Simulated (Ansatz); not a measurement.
Ti3Al2

```
Ti Al
1.0
     4.04726    0.00000    0.00000
    -2.02363    3.50503    0.00000
     0.00000    0.00000    7.91393
Ti Al
3 2
Direct
  0.00000 0.00000 0.20377
  0.00000 0.00000 0.79623
  0.00000 0.00000 0.50000
  0.33333 0.66667 0.00000
  0.66667 0.33333 0.00000
```

Space group P6/mmm; a structure generated by program, which may or may not match a known phase; the program warned that a starting moment wasn't kept; spin-polarised, but the moments vanished.

Method: Ansatz, DFT PBE, scalar-relativistic, plane waves, PAW.

Q: What will maps of the valence pseudo-density and electron localisation function show?

A: Al–Al (2.34 Å): the density is about 0.35 e/Å³ at the midpoint; the ELF peaks at about 0.80 between the atoms.
Ti–Ti (2.34 Å): ρ at the midpoint is about 0.48 e/Å³; the ELF is about 0.25 at the midpoint: no shared electron pair shows on this line.

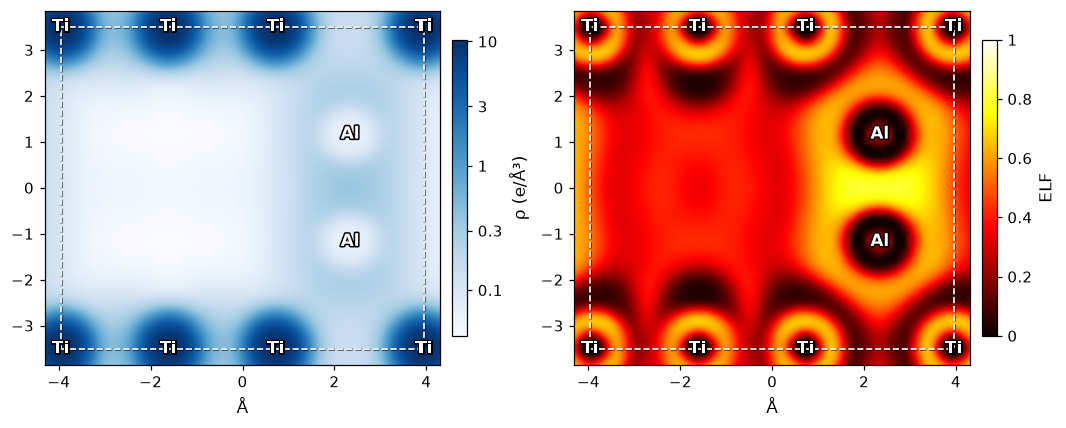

Computed valence pseudo-density and electron localisation function on the (110) plane of the conventional cell, in this order. 

In a PAW calculation such maps are meaningful between the atoms, not at the nuclei.
